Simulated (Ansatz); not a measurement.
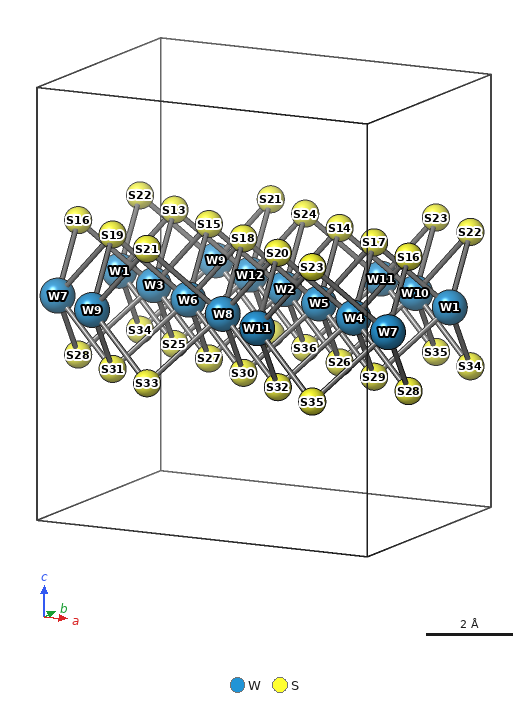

Fig. 1: The input geometry of run 1 (ball-and-stick view of the cell of the calculation, with the vacuum cut short, seen slightly off an axis; atoms are numbered from 1 in the order of the input). An atom can appear more than once, as a periodic image. Near neighbours in the periodic cell (some may lie outside the picture): W has 6 S at 2.41 Å; S has 3 W at 2.41 Å.

**What a change does: single-point calculation on WS₂**

System: WS₂ (P-6m2, 36 atoms in the cell).
Method of run 1: DFT, r2SCAN, dispersion d3bj, plane waves, PAW, no spin polarisation (Ansatz 0.2.0).

The structure derives from a Materials Project entry. Text and figures count atoms from 1; the logs count them from 0 in places.

**Input, run 1**
```yaml
crystal:
  lattice:
    - [9.4791500778, -5.4727898491, 0.0]
    - [-9.4791500778, -5.4727898491, 0.0]
    - [0.0, 0.0, -16.9394671916]
  atoms:
    - { symbol: W, position: [0.0, 0.6666666667, 0.0] }
    - { symbol: W, position: [0.5, 0.6666666667, 0.0] }
    - { symbol: W, position: [0.1666666667, 0.5, 0.0] }
    - { symbol: W, position: [0.8333333333, 0.3333333333, 0.0] }
    - { symbol: W, position: [0.6666666667, 0.5, 0.0] }
    - { symbol: W, position: [0.3333333333, 0.3333333333, 0.0] }
    - { symbol: W, position: [1.0, 0.1666666667, 0.0] }
    - { symbol: W, position: [0.5, 0.1666666667, 0.0] }
    - { symbol: W, position: [0.1666666667, 1.0, 0.0] }
    - { symbol: W, position: [0.8333333333, 0.8333333333, 0.0] }
    - { symbol: W, position: [0.6666666667, 1.0, 0.0] }
    - { symbol: W, position: [0.3333333333, 0.8333333333, 0.0] }
    - { symbol: S, position: [0.1666666667, 0.6666666667, 0.0930373795] }
    - { symbol: S, position: [0.6666666667, 0.6666666667, 0.0930373795] }
    - { symbol: S, position: [0.3333333333, 0.5, 0.0930373795] }
    - { symbol: S, position: [1.0, 0.3333333333, 0.0930373795] }
    - { symbol: S, position: [0.8333333333, 0.5, 0.0930373795] }
    - { symbol: S, position: [0.5, 0.3333333333, 0.0930373795] }
    - { symbol: S, position: [0.1666666667, 0.1666666667, 0.0930373795] }
    - { symbol: S, position: [0.6666666667, 0.1666666667, 0.0930373795] }
    - { symbol: S, position: [0.3333333333, 1.0, 0.0930373795] }
    - { symbol: S, position: [0.0, 0.8333333333, 0.0930373795] }
    - { symbol: S, position: [0.8333333333, 1.0, 0.0930373795] }
    - { symbol: S, position: [0.5, 0.8333333333, 0.0930373795] }
    - { symbol: S, position: [0.1666666667, 0.6666666667, 0.9069626205] }
    - { symbol: S, position: [0.6666666667, 0.6666666667, 0.9069626205] }
    - { symbol: S, position: [0.3333333333, 0.5, 0.9069626205] }
    - { symbol: S, position: [1.0, 0.3333333333, 0.9069626205] }
    - { symbol: S, position: [0.8333333333, 0.5, 0.9069626205] }
    - { symbol: S, position: [0.5, 0.3333333333, 0.9069626205] }
    - { symbol: S, position: [0.1666666667, 0.1666666667, 0.9069626205] }
    - { symbol: S, position: [0.6666666667, 0.1666666667, 0.9069626205] }
    - { symbol: S, position: [0.3333333333, 1.0, 0.9069626205] }
    - { symbol: S, position: [0.0, 0.8333333333, 0.9069626205] }
    - { symbol: S, position: [0.8333333333, 1.0, 0.9069626205] }
    - { symbol: S, position: [0.5, 0.8333333333, 0.9069626205] }
basis:
  xc_grid: 2
kpoints:
  mp_grid: { grid: [2, 2, 2], shift: [0.0, 0.0, 0.0] }
hamiltonian:
  xc: r2scan
  dispersion: d3bj
scf:
  occupations: { method: gaussian, width: 0.01 }
output:
  forces: true
  eigenvalues: true
  stress: true
```

Launched with:
```bash
ansatz run input.yaml --threads 4 --pin off --max-ram 10240MiB --backend cpu --events-out ev --progress --plain --runs-dir out
```

Hardware: 4 threads of Arm Neoverse V1, 24 GiB of memory available, shared host.

**Output, shortened to warnings, some set-up lines, iterations and results (run 1)**
```
Warning: the engine holds no damping parameters fitted to this dispersion correction and functional, so the run takes those fitted to r2scan beside the three-body term, which d3bj leaves out (hamiltonian.dispersion, under Limitations)
Basis set: ecut = 500 eV, 44629 PW (Γ), exchange–correlation on 160×160×250 points (8 copies of the dense FFT grid, shifted against one another)
Symmetry: 144 space group operations
k-points: 4 of 8
Initial density: superposition of atomic densities (neutral atoms: chi_scale 0, normalization atom), corrected by the library's trained network
[...]
SCF iter   1: F=—  HF=-146542.909347 eV  |F-HF|=—  |Δ(HF+E_count)|=         —  Δρ=5.08e-3  dr2=4.51e-1  dr2_τ=1.04e0  ethr=1.77e-3  ⟨swp⟩=7.8  Hψ=3754  notcnv=0  defer=6
SCF iter   2: F=—  HF=-146543.750326 eV  |F-HF|=—  |Δ(HF+E_count)|=   8.41e-1  Δρ=3.20e-3  dr2=2.34e-1  dr2_τ=3.06e-2  ethr=1.45e-4  ⟨swp⟩=4.2  Hψ=1853  notcnv=0  defer=100
SCF iter   3: F=—  HF=-146543.746992 eV  |F-HF|=—  |Δ(HF+E_count)|=   3.33e-3  Δρ=2.03e-3  dr2=2.67e-2  dr2_τ=3.07e-3  ethr=7.51e-5  ⟨swp⟩=3.0  Hψ=1064  notcnv=0  defer=56
SCF iter   4: F=—  HF=-146543.791699 eV  |F-HF|=—  |Δ(HF+E_count)|=   4.47e-2  Δρ=2.14e-4  dr2=1.82e-3  dr2_τ=1.71e-4  ethr=8.57e-6  ⟨swp⟩=4.2  Hψ=1528  notcnv=0  defer=52
SCF iter   5: F=—  HF=-146543.792277 eV  |F-HF|=—  |Δ(HF+E_count)|=   5.79e-4  Δρ=5.46e-5  dr2=8.47e-5  dr2_τ=2.89e-6  ethr=5.83e-7  ⟨swp⟩=2.5  Hψ=1187  notcnv=0  defer=52
SCF iter   6: F=—  HF=-146543.792771 eV  |F-HF|=—  |Δ(HF+E_count)|=   4.94e-4  Δρ=1.07e-5  dr2=6.66e-6  dr2_τ=1.54e-7  ethr=2.71e-8  ⟨swp⟩=3.2  Hψ=1398  notcnv=0  defer=52
SCF iter   7: F=—  HF=-146543.792796 eV  |F-HF|=—  |Δ(HF+E_count)|=   2.45e-5  Δρ=3.11e-6  dr2=2.28e-7  dr2_τ=8.89e-9  ethr=2.13e-9  ⟨swp⟩=3.0  Hψ=1422  notcnv=0  defer=52
SCF iter   8: F=-146543.792796 eV  HF=-146543.792796 eV  |F-HF|=9.55e-9  |Δ(HF+E_count)|=   4.51e-7  Δρ=6.48e-7  dr2=9.41e-9  dr2_τ=2.25e-9  ethr=3.21e-11  ⟨swp⟩=14.0  …
SCF 1 converged in 8 iterations: F = -146543.792796 eV  dr2 = 9.41e-9
SCF converged after 8 iterations
Free energy (F): -146543.792796 eV
Harris-Foulkes:  -146543.792796 eV  (|F-HF|=9.55e-9)
Internal energy: -146543.792796 eV  (E = F + TS)
E sigma→0 (E₀):  -146543.792796 eV
Fermi energy:    1.240122 eV
--- Per-component energies (eV) ---
  E_band       = -5815.921383
  E_kinetic    = 7998.352495
  E_local      = -149933.036323  (includes V_loc(G=0)·N_el)
  E_nonlocal   = 692.350532
  E_hartree    = 71139.923002
  E_xc         = -5198.330476
  E_vxc        = -5400.513504  (∫ρ·V_xc dr)
  E_paw        = -117746.196054  (= ΣΔE_a)
  E_vpaw       = -1722.884566  (= ΣTr[D̂ρ^β])
  E_aug_tail   = -0.000570  (compensation charges beyond the density's cutoff)
  E_vtau       = 269.986799  (kinetic-family band-sum trace: ∫τ·v_τ [+ j·A + Jᵃ·Aᵃ] dr)
  E_ewald      = 46517.368963
  E_disp       = -4.534579  (pairwise vdW)
  E_core_change = -9.689788  (= ΣΔE_core)
  E_smearing   = -0.000000  (= −TS)
  E_closure    = -0.000000  (closes the sum)
  Σ components = -146543.792796   (vs F -146543.792796, Δ=0.00e0)
--- Forces (eV/Å), atoms counted from 1 ---
  atom   1  W      0.00000000    -0.00000000     0.00000000
  atom   2  W     -0.00000000    -0.00000000     0.00000000
  atom   3  W      0.00000000    -0.00000000     0.00000000
  atom   4  W     -0.00000000     0.00000000     0.00000000
  atom   5  W     -0.00000000     0.00000000     0.00000000
  atom   6  W     -0.00000000    -0.00000000     0.00000000
  atom   7  W      0.00000000     0.00000000    -0.00000000
  atom   8  W     -0.00000000    -0.00000000    -0.00000000
  atom   9  W     -0.00000000    -0.00000000     0.00000000
  atom  10  W     -0.00000000     0.00000000     0.00000000
  atom  11  W     -0.00000000     0.00000000    -0.00000000
  atom  12  W     -0.00000000    -0.00000000    -0.00000000
  atom  13  S     -0.00000000    -0.00000000     0.22096252
  atom  14  S     -0.00000000    -0.00000000     0.22096252
  atom  15  S     -0.00000000    -0.00000000     0.22096252
  atom  16  S      0.00000000    -0.00000000     0.22096252
  atom  17  S      0.00000000    -0.00000000     0.22096252
  atom  18  S     -0.00000000    -0.00000000     0.22096252
  atom  19  S     -0.00000000    -0.00000000     0.22096252
  atom  20  S     -0.00000000    -0.00000000     0.22096252
  atom  21  S     -0.00000000    -0.00000000     0.22096252
  atom  22  S      0.00000000    -0.00000000     0.22096252
  atom  23  S      0.00000000    -0.00000000     0.22096252
  atom  24  S     -0.00000000    -0.00000000     0.22096252
  atom  25  S     -0.00000000    -0.00000000    -0.22096252
  atom  26  S     -0.00000000    -0.00000000    -0.22096252
  atom  27  S     -0.00000000    -0.00000000    -0.22096252
[...]
```

The input of run 2 differs as follows (lines with − go, lines with + come):
```diff
+  ecutwfc: 420
-  xc: r2scan
+  xc: pbe
+  write_density: true
+  write_potential: true
+  elf: true
+  volumetric_format: npy
```

Predict how the results change.

The total energies belong to different methods, so their difference says nothing on which is more stable or more accurate. The gap on the mesh goes from 2.05 to 1.92 eV. The pressure goes from −0.18 to −0.01 GPa. The largest force goes from 0.221 to 0.004 eV/Å. The functional changes from r2SCAN to PBE. The number of SCF iterations is the same. The plane waves at Γ go from 44629 to 34413.

**Output, shortened to warnings, some set-up lines, iterations and results (run 2)**
```
WARN: The output density's exchange-correlation potential varies sharply where the density is thin. Do not read a vacuum level from v_tot or v_xc, or from such a field of the output density. On a cell that repeats whose density bears no net charge and no dipole along the vacuum's axis use v_es (v_loc + v_h of the components); under efield.dipole_correction with no amplitude use v_es + v_field, …
Basis set: ecut = 420 eV, 34413 PW (Γ), exchange–correlation on 150×150×240 points (8 copies of the dense FFT grid, shifted against one another)
Symmetry: 144 space group operations
k-points: 4 of 8
Initial density: superposition of atomic densities (neutral atoms: chi_scale 0, normalization atom), corrected by the library's trained network
[...]
SCF iter   1: F=—  HF=-146308.250752 eV  |F-HF|=—  |Δ(HF+E_count)|=         —  Δρ=3.51e-3  dr2=2.71e-1  ethr=1.77e-3  ⟨swp⟩=7.5  Hψ=3588  notcnv=0  defer=4
SCF iter   2: F=—  HF=-146308.278517 eV  |F-HF|=—  |Δ(HF+E_count)|=   2.78e-2  Δρ=1.96e-3  dr2=6.23e-2  ethr=8.69e-5  ⟨swp⟩=3.5  Hψ=1396  notcnv=0  defer=100
SCF iter   3: F=—  HF=-146308.293173 eV  |F-HF|=—  |Δ(HF+E_count)|=   1.47e-2  Δρ=1.13e-3  dr2=1.16e-2  ethr=2.00e-5  ⟨swp⟩=2.5  Hψ=1076  notcnv=0  defer=100
SCF iter   4: F=—  HF=-146308.307921 eV  |F-HF|=—  |Δ(HF+E_count)|=   1.47e-2  Δρ=2.78e-4  dr2=8.34e-4  ethr=3.71e-6  ⟨swp⟩=2.0  Hψ=1144  notcnv=0  defer=100
SCF iter   5: F=—  HF=-146308.308772 eV  |F-HF|=—  |Δ(HF+E_count)|=   8.51e-4  Δρ=5.25e-5  dr2=1.01e-4  ethr=2.67e-7  ⟨swp⟩=2.0  Hψ=1198  notcnv=0  defer=100
SCF iter   6: F=—  HF=-146308.308723 eV  |F-HF|=—  |Δ(HF+E_count)|=   4.87e-5  Δρ=4.94e-6  dr2=7.28e-7  ethr=3.25e-8  ⟨swp⟩=2.2  Hψ=1178  notcnv=0  defer=100
SCF iter   7: F=—  HF=-146308.309896 eV  |F-HF|=—  |Δ(HF+E_count)|=   1.17e-3  Δρ=2.58e-6  dr2=2.20e-7  ethr=3.21e-11  ⟨swp⟩=23.0  Hψ=8086  notcnv=0
SCF iter   8: F=-146308.309896 eV  HF=-146308.309896 eV  |F-HF|=1.01e-8  |Δ(HF+E_count)|=   2.88e-8  Δρ=5.37e-7  dr2=1.31e-8  ethr=3.21e-11  ⟨swp⟩=10.5  Hψ=5473  notcnv=0
SCF 1 converged in 8 iterations: F = -146308.309896 eV  dr2 = 1.31e-8
WARN: The output density's exchange-correlation potential varies sharply where the density is thin. Do not read a vacuum level from v_tot or v_xc, or from such a field of the output density. On a cell that repeats whose density bears no net charge and no dipole along the vacuum's axis use v_es …
SCF converged after 8 iterations
Free energy (F): -146308.309896 eV
Harris-Foulkes:  -146308.309896 eV  (|F-HF|=1.01e-8)
Internal energy: -146308.309896 eV  (E = F + TS)
E sigma→0 (E₀):  -146308.309896 eV
Fermi energy:    1.369757 eV
--- Per-component energies (eV) ---
  E_band       = -5562.600065
  E_kinetic    = 7995.632816
  E_local      = -149944.149822  (includes V_loc(G=0)·N_el)
  E_nonlocal   = 687.446131
  E_hartree    = 71149.543083
  E_xc         = -5545.425011
  E_vxc        = -4979.472822  (∫ρ·V_xc dr)
  E_paw        = -117157.536863  (= ΣΔE_a)
[...]
```

**The two runs side by side**

| quantity | run 1 | run 2 |
| --- | --- | --- |
| outcome | converged | converged |
| free energy per atom (eV) | −4070.6609 | −4064.1197 |
| gap on the mesh (eV) | 2.05 | 1.92 |
| pressure (GPa) | −0.18 | −0.01 |
| largest force (eV/Å) | 0.221 | 0.004 |
| SCF iterations | 8 | 8 |
| irreducible k-points | 4 | 4 |
| plane waves at Γ | 44629 | 34413 |
| wall time (shared host) | 50 s | 36 s |

For both runs: Spin–orbit coupling is left out, which matters for W. For run 1: Warnings: the dispersion correction has no parameters fitted for this combination and takes those fitted for r2SCAN with other terms. For run 2: Warnings: the exchange-correlation potential is rough where the density is thin.
